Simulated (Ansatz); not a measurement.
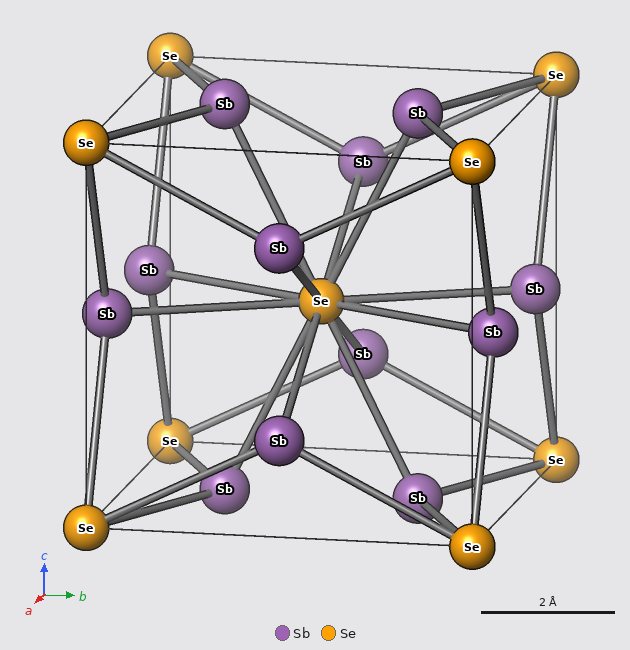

The crystal in a ball-and-stick representation, seen slightly off an axis. The box is the conventional unit cell; atoms on or close to its faces, edges and corners are drawn wherever they repeat. Cell: a = 5.96 Å, b = 5.96 Å, c = 5.96 Å, α = 90.00°, β = 90.00°, γ = 90.00°.

Starting structure: a structure type filled with these elements by a generator (whether the compound takes this form wasn't checked). Earlier steps of the study may have refined or changed the cell and positions. Ansatz was used for an electronic-structure calculation on it.

Question: Characterise what is shown.

Answer: The solid is Sb₃Se. The symmetry is that of Pm-3n (No. 223), on a primitive cubic lattice. The structure type is Cr₃Si (A15) type. The cell has 8 atoms, namely 6 Sb, 2 Se.

Run with Ansatz, DFT PBE, scalar-relativistic, plane waves, PAW and these settings: E_cut = 420 eV, the zone sampled with 6×6×6 points, Gaussian smearing of 0.1 eV, no spin polarisation.

Question: Does it come out as a metal, or with a gap?

Answer: A metal: bands cross the Fermi level.

Question: Predict the Bader charges.

Answer: Sb +0.20 e; Se -0.59 e.

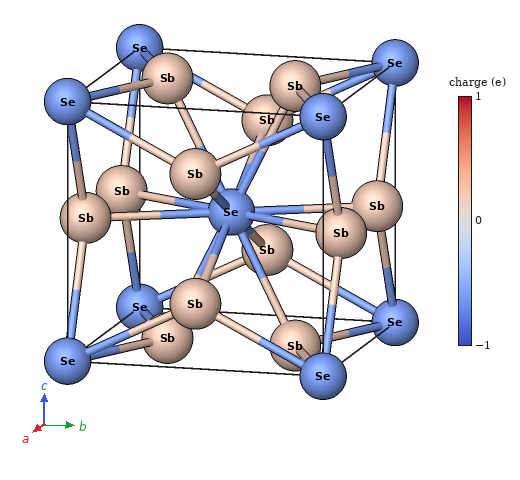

The atoms coloured by those charges. The run's cell of 8 atoms is drawn.

Question: Has the structure come to rest?

Answer: Yes. All forces vanish to within 0.01 eV/Å. The pressure is 0.0 GPa, close to zero.
